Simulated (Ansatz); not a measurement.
# Run report: W, geometry relaxation (part 2 of 2)

W (interface cell, 44 atoms in the cell); DFT PBE, scalar-relativistic, plane waves, PAW (Ansatz 0.2.0); cutoff 420 eV, 8×8×2 k-mesh, Gaussian smearing of 0.1 eV. The structure derives from an entry of the Crystallography Open Database. The run did not end well. It belongs to a series of runs on one base structure; here: symmetric tilt boundary Sigma 11 (3 1 1), mirror between planes, shift [0.5, 0].

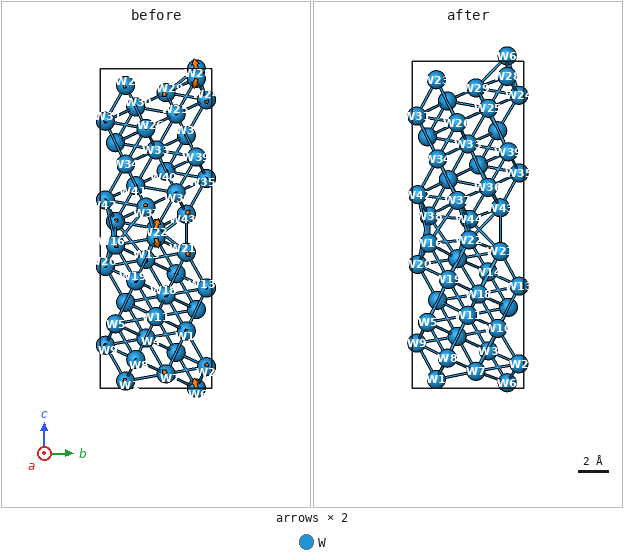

Fig. 1: Before (left) and after (right) the relaxation, at one scale (ball-and-stick view of the cell of the calculation (origin shifted), along the a axis). The orange arrows give the displacements (without the part carried along by the change of the cell), magnified 2 times. The run was cut off at its time limit before the relaxation converged, so the last structure is only a point on the way. The largest moves relative to the cell, 0.38 Å, are those of W6, W22, W28 and W44. The volume changes by +2.4 %, with a stays at 4.502 Å, b stays at 7.798 Å, c 21.417 → 21.925 Å (+2.4 %). Among the contacts that change: W15–W44 2.179 → 2.758 Å, W21–W44 2.584 → 3.001 Å, W22–W44 2.338 → 2.639 Å, W21–W43 3.402 → 3.696 Å. After 3 geometry steps the energy has fallen by 8.084 eV per cell of the calculation. Largest force component: 11 eV/Å at the start, 1.8 eV/Å at the end. Pressure: 9.28 GPa at the start and −0.10 GPa at the end. The line search rejected the trial step at point 3 (counted from 0) and went back. (Atoms are counted from 1 in the order of the input.)

```
Crystal: 44 atoms, lattice volume = 731.092 Å³
Basis set: ecut = 420 eV, 14339 PW (Γ), exchange–correlation on 64×108×288 points (8 copies of the dense FFT grid, shifted against one another)
```

**Trajectory as extended XYZ (Å, eV, eV/Å), 4 frames, from step=1 to step=4**
```
44
Lattice="4.5022 0.0000 0.0000 -2.2511 7.4661 0.0000 0.0000 0.0000 21.4173" Properties=species:S:1:pos:R:3:forces:R:3 step=1 energy=-456911.43899 pressure_GPa=9.28
W     0.0000    5.4299    0.7197    0.0000   0.3266  -0.0202
W     2.2511    3.3937    1.6795    0.0000   3.3499   8.1383
W     0.0000    1.3575    2.6394    0.0000  -0.1130   0.2168
W     0.0000    6.7874    3.5993    0.0000   0.3012  -0.2992
W     2.2511    4.7512    4.5592    0.0000   0.0982  -0.1250
W     0.0000    2.7149    0.2397    0.0000  -2.7639  10.8984
W     2.2511    0.6787    1.1996    0.0000  -1.7026   0.6139
W     2.2511    6.1086    2.1595    0.0000   0.6154  -1.0033
W     0.0000    4.0724    3.1194    0.0000   0.4478   0.5507
W     2.2511    2.0362    4.0792    0.0000  -0.3312   0.4508
W     0.0000    0.0000    5.0391    0.0000  -0.0384   0.1931
W     0.0000    5.4299    5.9990    0.0000  -0.0983   0.1250
W     2.2511    3.3937    6.9589    0.0000  -0.3013   0.2995
W     0.0000    1.3575    7.9188    0.0000   0.1130  -0.2164
W     0.0000    6.7874    8.8786    0.0000  -3.3387  -8.1093
W     2.2511    4.7512    9.8385    0.0000  -0.3270   0.0254
W     0.0000    2.7149    5.5191    0.0000   0.0384  -0.1929
W     2.2511    0.6787    6.4789    0.0000   0.3310  -0.4507
W     2.2511    6.1086    7.4388    0.0000  -0.4471  -0.5493
W     0.0000    4.0724    8.3987    0.0000  -0.6141   1.0048
W     2.2511    2.0362    9.3586    0.0000   1.6975  -0.6102
W     0.0000    0.0000   10.3184    0.0000   2.7569 -10.8632
W     2.2511    5.4299   20.5476    0.0000   0.3266   0.0202
W     0.0000    3.3937   19.5878    0.0000   3.3499  -8.1383
W     2.2511    1.3575   18.6279    0.0000  -0.1130  -0.2168
W     2.2511    6.7874   17.6680    0.0000   0.3012   0.2992
W     0.0000    4.7512   16.7081    0.0000   0.0982   0.1250
W     2.2511    2.7149   21.0276    0.0000  -2.7639 -10.8984
W     0.0000    0.6787   20.0677    0.0000  -1.7026  -0.6139
W     0.0000    6.1086   19.1078    0.0000   0.6154   1.0033
W     2.2511    4.0724   18.1480    0.0000   0.4478  -0.5507
W     0.0000    2.0362   17.1881    0.0000  -0.3312  -0.4508
W     2.2511    0.0000   16.2282    0.0000  -0.0384  -0.1931
W     2.2511    5.4299   15.2683    0.0000  -0.0983  -0.1250
W     0.0000    3.3937   14.3084    0.0000  -0.3013  -0.2995
W     2.2511    1.3575   13.3486    0.0000   0.1130   0.2164
W     2.2511    6.7874   12.3887    0.0000  -3.3387   8.1093
W     0.0000    4.7512   11.4288    0.0000  -0.3270  -0.0254
W     2.2511    2.7149   15.7483    0.0000   0.0384   0.1929
W     0.0000    0.6787   14.7884    0.0000   0.3310   0.4507
W     0.0000    6.1086   13.8285    0.0000  -0.4471   0.5493
W     2.2511    4.0724   12.8686    0.0000  -0.6141  -1.0048
W     0.0000    2.0362   11.9087    0.0000   1.6975   0.6102
W     2.2511    0.0000   10.9489    0.0000   2.7569  10.8632
44
Lattice="4.5022 0.0000 0.0000 -2.2511 7.4661 0.0000 0.0000 0.0000 21.6185" Properties=species:S:1:pos:R:3:forces:R:3 step=2 energy=-456919.56200 pressure_GPa=1.85
W     0.0000    5.4388    0.7265    0.0000  -0.0256  -0.3127
W     2.2511    3.4571    1.8187    0.0000   0.2177   0.7584
W     0.0000    1.3484    2.6916    0.0000  -0.1376   0.5089
W     0.0000    6.8016    3.6209    0.0000   0.1192   0.0444
W     2.2511    4.7585    4.5957    0.0000   0.2395   0.3725
W     0.0000    2.6535    0.4307    0.0000  -0.2644   3.5183
W     2.2511    0.6171    1.2303    0.0000   0.0114   0.0246
W     2.2511    6.1478    2.1278    0.0000  -0.1759  -0.1683
W     0.0000    4.1002    3.1842    0.0000   0.1691   0.2545
W     2.2511    2.0204    4.1449    0.0000   0.1881   0.0686
W     0.0000   -0.0023    5.0950    0.0000  -0.1121  -0.1197
W     0.0000    5.4225    6.0617    0.0000  -0.2390  -0.3706
W     2.2511    3.3794    7.0365    0.0000  -0.1190  -0.0431
W     0.0000    1.3666    7.9658    0.0000   0.1369  -0.5063
W     0.0000    6.7240    8.8390    0.0000  -0.2188  -0.7599
W     2.2511    4.7422    9.9311    0.0000   0.0250   0.3137
W     0.0000    2.7172    5.5624    0.0000   0.1120   0.1207
W     2.2511    0.6945    6.5125    0.0000  -0.1882  -0.0675
W     2.2511    6.0808    7.4732    0.0000  -0.1691  -0.2534
W     0.0000    4.0333    8.5296    0.0000   0.1755   0.1692
W     2.2511    2.0978    9.4271    0.0000  -0.0102  -0.0244
W     0.0000    0.0614   10.2271    0.0000   0.2653  -3.5196
W     2.2511    5.4388   20.7406    0.0000  -0.0256   0.3127
W     0.0000    3.4571   19.6484    0.0000   0.2177  -0.7584
W     2.2511    1.3484   18.7755    0.0000  -0.1376  -0.5089
W     2.2511    6.8016   17.8462    0.0000   0.1192  -0.0444
W     0.0000    4.7585   16.8714    0.0000   0.2395  -0.3725
W     2.2511    2.6535   21.0364    0.0000  -0.2644  -3.5183
W     0.0000    0.6171   20.2368    0.0000   0.0114  -0.0246
W     0.0000    6.1478   19.3393    0.0000  -0.1759   0.1683
W     2.2511    4.1002   18.2829    0.0000   0.1691  -0.2545
W     0.0000    2.0204   17.3222    0.0000   0.1881  -0.0686
W     2.2511   -0.0023   16.3721    0.0000  -0.1121   0.1197
W     2.2511    5.4225   15.4054    0.0000  -0.2390   0.3706
W     0.0000    3.3794   14.4306    0.0000  -0.1190   0.0431
W     2.2511    1.3666   13.5013    0.0000   0.1369   0.5063
W     2.2511    6.7240   12.6281    0.0000  -0.2188   0.7599
W     0.0000    4.7422   11.5360    0.0000   0.0250  -0.3137
W     2.2511    2.7172   15.9047    0.0000   0.1120  -0.1207
W     0.0000    0.6945   14.9546    0.0000  -0.1882   0.0675
W     0.0000    6.0808   13.9938    0.0000  -0.1691   0.2534
W     2.2511    4.0333   12.9374    0.0000   0.1755  -0.1692
W     0.0000    2.0978   12.0399    0.0000  -0.0102   0.0244
W     2.2511    0.0614   11.2400    0.0000   0.2653   3.5196
44
Lattice="4.5022 0.0000 0.0000 -2.2511 7.4661 0.0000 0.0000 0.0000 21.7741" Properties=species:S:1:pos:R:3:forces:R:3 step=3 energy=-456920.76886 pressure_GPa=-0.90
W     0.0000    5.4626    0.6854    0.0000  -0.1621   0.5651
W     2.2511    3.4392    1.8345    0.0000   0.2223   0.4443
W     0.0000    1.3077    2.8487    0.0000   0.7047  -0.9316
W     0.0000    6.8515    3.6293    0.0000  -0.4861   0.0069
W     2.2511    4.7857    4.6731    0.0000  -0.2154  -0.5207
W     0.0000    2.6422    0.6211    0.0000  -0.0305   0.0865
W     2.2511    0.6589    1.2172    0.0000  -0.2056   0.1349
W     2.2511    6.1206    2.0916    0.0000   0.1363   0.2612
W     0.0000    4.1603    3.2386    0.0000  -0.2870  -0.2160
W     2.2511    2.0846    4.2040    0.0000  -0.5122  -0.1711
W     0.0000   -0.0247    5.1364    0.0000   0.0431  -0.2022
W     0.0000    5.3954    6.0625    0.0000   0.2134   0.5146
W     2.2511    3.3295    7.1064    0.0000   0.4874  -0.0113
W     0.0000    1.4073    7.8863    0.0000  -0.7060   0.9333
W     0.0000    6.7417    8.8999    0.0000  -0.2204  -0.4373
W     2.2511    4.7188   10.0495    0.0000   0.1592  -0.5655
W     0.0000    2.7397    5.5988    0.0000  -0.0433   0.2006
W     2.2511    0.6307    6.5311    0.0000   0.5106   0.1720
W     2.2511    6.0207    7.4965    0.0000   0.2871   0.2144
W     0.0000    4.0602    8.6438    0.0000  -0.1337  -0.2640
W     2.2511    2.0562    9.5188    0.0000   0.2023  -0.1398
W     0.0000    0.0722   10.1134    0.0000   0.0358  -0.0852
W     2.2511    5.4626   20.9363    0.0000  -0.1621  -0.5651
W     0.0000    3.4392   19.7871    0.0000   0.2223  -0.4443
W     2.2511    1.3077   18.7729    0.0000   0.7047   0.9316
W     2.2511    6.8515   17.9923    0.0000  -0.4861  -0.0069
W     0.0000    4.7857   16.9485    0.0000  -0.2154   0.5207
W     2.2511    2.6422   21.0005    0.0000  -0.0305  -0.0865
W     0.0000    0.6589   20.4044    0.0000  -0.2056  -0.1349
W     0.0000    6.1206   19.5300    0.0000   0.1363  -0.2612
W     2.2511    4.1603   18.3830    0.0000  -0.2870   0.2160
W     0.0000    2.0846   17.4176    0.0000  -0.5122   0.1711
W     2.2511   -0.0247   16.4852    0.0000   0.0431   0.2022
W     2.2511    5.3954   15.5592    0.0000   0.2134  -0.5146
W     0.0000    3.3295   14.5153    0.0000   0.4874   0.0113
W     2.2511    1.4073   13.7353    0.0000  -0.7060  -0.9333
W     2.2511    6.7417   12.7217    0.0000  -0.2204   0.4373
W     0.0000    4.7188   11.5722    0.0000   0.1592   0.5655
W     2.2511    2.7397   16.0228    0.0000  -0.0433  -0.2006
W     0.0000    0.6307   15.0905    0.0000   0.5106  -0.1720
W     0.0000    6.0207   14.1251    0.0000   0.2871  -0.2144
W     2.2511    4.0602   12.9779    0.0000  -0.1337   0.2640
W     0.0000    2.0562   12.1028    0.0000   0.2023   0.1398
W     2.2511    0.0722   11.5082    0.0000   0.0358   0.0852
44
Lattice="4.5022 0.0000 0.0000 -2.2511 7.4661 0.0000 0.0000 0.0000 21.9252" Properties=species:S:1:pos:R:3:forces:R:3 step=4 energy=-456919.52274 pressure_GPa=-0.10 accepted=F
W     0.0000    5.3439    0.8322    0.0000   0.5579  -0.9915
W     2.2511    3.4151    1.8771    0.0000  -0.3114  -0.2064
W     0.0000    1.3691    2.7510    0.0000  -1.7359   1.5782
W     0.0000    6.7444    3.7148    0.0000   0.5631  -0.2141
W     2.2511    4.7508    4.6619    0.0000   0.1047   0.4647
W     0.0000    2.6318    0.6117    0.0000  -0.0955  -0.9715
W     2.2511    0.5371    1.3781    0.0000   0.6237  -0.9763
W     2.2511    6.0829    2.2562    0.0000  -0.0317  -0.9436
W     0.0000    4.0329    3.2670    0.0000   0.7747   0.5755
W     2.2511    1.9973    4.2528    0.0000   0.5078  -0.5687
W     0.0000   -0.0024    5.1365    0.0000  -0.0082   0.3363
W     0.0000    5.4298    6.1401    0.0000  -0.0929  -0.4438
W     2.2511    3.4373    7.0877    0.0000  -0.5797   0.2173
W     0.0000    1.3441    8.0536    0.0000   1.7527  -1.5748
W     0.0000    6.7656    8.9310    0.0000   0.3167   0.1759
W     2.2511    4.8396    9.9723    0.0000  -0.5851   0.9878
W     0.0000    2.7164    5.6673    0.0000   0.0074  -0.3404
W     2.2511    0.7157    6.5526    0.0000  -0.4987   0.5506
W     2.2511    6.1484    7.5366    0.0000  -0.7714  -0.5452
W     0.0000    4.1009    8.5442    0.0000   0.0017   0.9868
W     2.2511    2.1749    9.4201    0.0000  -0.5688   1.0254
W     0.0000    0.0852   10.1971    0.0000   0.0689   0.9474
W     2.2511    5.3439   20.9394    0.0000   0.5579   0.9915
W     0.0000    3.4151   19.8945    0.0000  -0.3114   0.2064
W     2.2511    1.3691   19.0207    0.0000  -1.7359  -1.5782
W     2.2511    6.7444   18.0568    0.0000   0.5631   0.2141
W     0.0000    4.7508   17.1097    0.0000   0.1047  -0.4647
W     2.2511    2.6318   21.1599    0.0000  -0.0955   0.9715
W     0.0000    0.5371   20.3935    0.0000   0.6237   0.9763
W     0.0000    6.0829   19.5154    0.0000  -0.0317   0.9436
W     2.2511    4.0329   18.5047    0.0000   0.7747  -0.5755
W     0.0000    1.9973   17.5189    0.0000   0.5078   0.5687
W     2.2511   -0.0024   16.6352    0.0000  -0.0082  -0.3363
W     2.2511    5.4298   15.6315    0.0000  -0.0929   0.4438
W     0.0000    3.4373   14.6839    0.0000  -0.5797  -0.2173
W     2.2511    1.3441   13.7180    0.0000   1.7527   1.5748
W     2.2511    6.7656   12.8406    0.0000   0.3167  -0.1759
W     0.0000    4.8396   11.7993    0.0000  -0.5851  -0.9878
W     2.2511    2.7164   16.1043    0.0000   0.0074   0.3404
W     0.0000    0.7157   15.2190    0.0000  -0.4987  -0.5506
W     0.0000    6.1484   14.2351    0.0000  -0.7714   0.5452
W     2.2511    4.1009   13.2274    0.0000   0.0017  -0.9868
W     0.0000    2.1749   12.3515    0.0000  -0.5688  -1.0254
W     2.2511    0.0852   11.5745    0.0000   0.0689  -0.9474
```

**Outcome**

```csv
quantity,value
outcome,stopped at the time limit
hardware,"4 threads of Intel Xeon (Sapphire Rapids), 16 GiB of memory available, shared host"
wall time,31 min (CPU time 2.1 h)
peak memory,9.5 GiB
```

**What went wrong**

The run was cut off by its time limit, so the output is incomplete.
